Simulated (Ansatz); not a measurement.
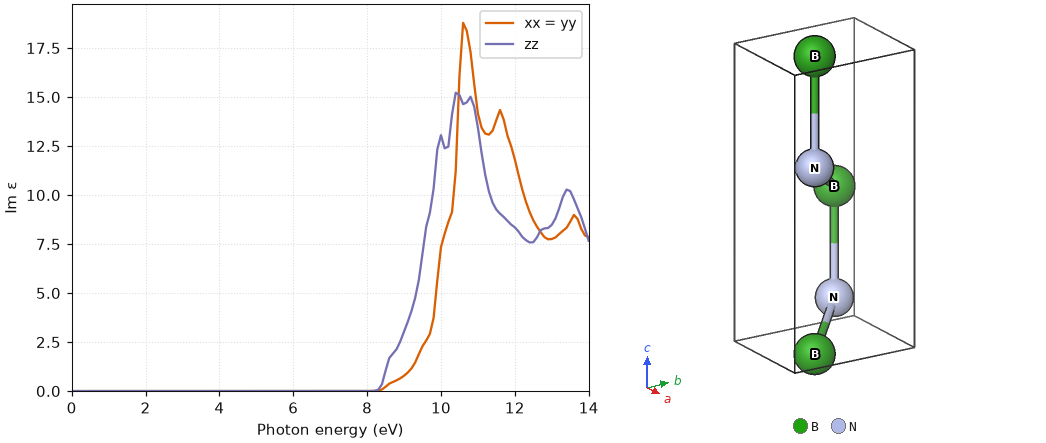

Write a caption with the findings.

Imaginary part of the dielectric function from interband transitions, 18×18×10 mesh, 0.1 eV broadening. The structure is drawn too. System: BN, space group P6_3mc (No. 186), 4 atoms in the cell. Ansatz 0.2.0; DFT PBEsol, scalar-relativistic, plane waves, PAW, no spin polarisation, 12×12×6 k mesh, 420 eV cutoff.

The smallest direct gap is 8.21 eV; Im ε reaches a twentieth of its peak at about 8.7 eV. The most prominent peaks of Im ε (xx = yy) lie at 10.6 eV (19). For zz they lie at 10.4 eV (15) and 13.4 eV (10). Two diagonal components agree and the third differs: the response is uniaxial. It doesn't absorb visible light: direct transitions start above 3.2 eV, in the ultraviolet.

Independent particles: no excitons or local fields.
